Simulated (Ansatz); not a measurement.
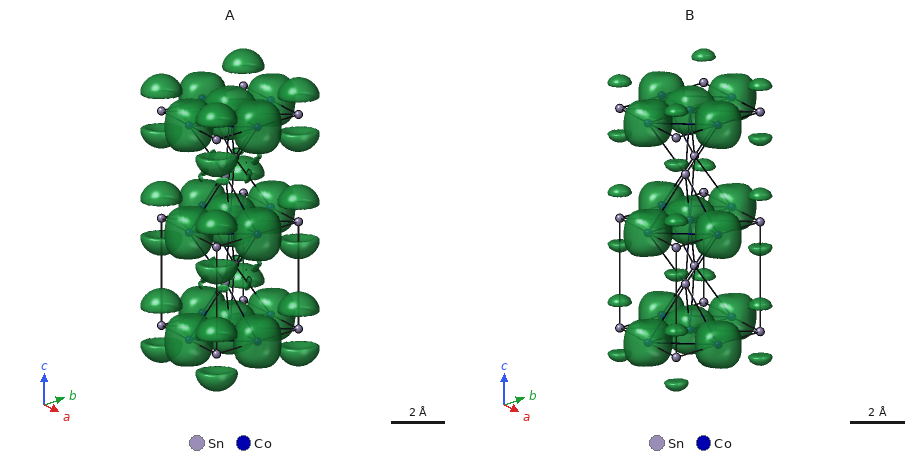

CoSn. Spin density of two self-consistent states of the same cell, at +0.08 (green) and −0.08 e/Å³ (red).

Space group P6/mmm; a structure from a database of computed crystals, not necessarily the ambient phase; computed pressure about 19 GPa in this cell; spin-polarised.

Theory: Kohn-Sham DFT of a periodic cell, PBEsol, Ansatz PAW (Ansatz 0.2.0).

In a PAW calculation such maps are meaningful between the atoms, not at the nuclei.

```cif
data_structure
_symmetry_space_group_name_H-M 'P 1'
_symmetry_Int_Tables_number 1
_cell_length_a 5.2460
_cell_length_b 5.2460
_cell_length_c 4.1876
_cell_angle_alpha 90.000
_cell_angle_beta 90.000
_cell_angle_gamma 120.000
_cell_volume 99.81
loop_
_atom_site_label
_atom_site_type_symbol
_atom_site_fract_x
_atom_site_fract_y
_atom_site_fract_z
_atom_site_occupancy
Sn1 Sn 0.00000 0.00000 0.00000 1
Sn2 Sn 0.33333 0.66667 0.50000 1
Sn3 Sn 0.66667 0.33333 0.50000 1
Co1 Co 0.50000 0.00000 0.00000 1
Co2 Co 0.50000 0.50000 0.00000 1
Co3 Co 0.00000 0.50000 0.00000 1
```

Which magnetic state is the more stable, and how do they differ?

Answer. State A: parallel main moments (a ferromagnetic arrangement) in this solution; Co: +2.7 μB (×3) in one cell of 6 atoms, with smaller moments on other sites: Sn (up to +0.45 μB). State B: parallel main moments (a ferromagnetic arrangement) in this solution; Co: +2.3 μB (×3) in one cell of 6 atoms, with smaller moments on other sites: Sn (up to +0.29 μB). State B lies lower by 1104 meV per atom.
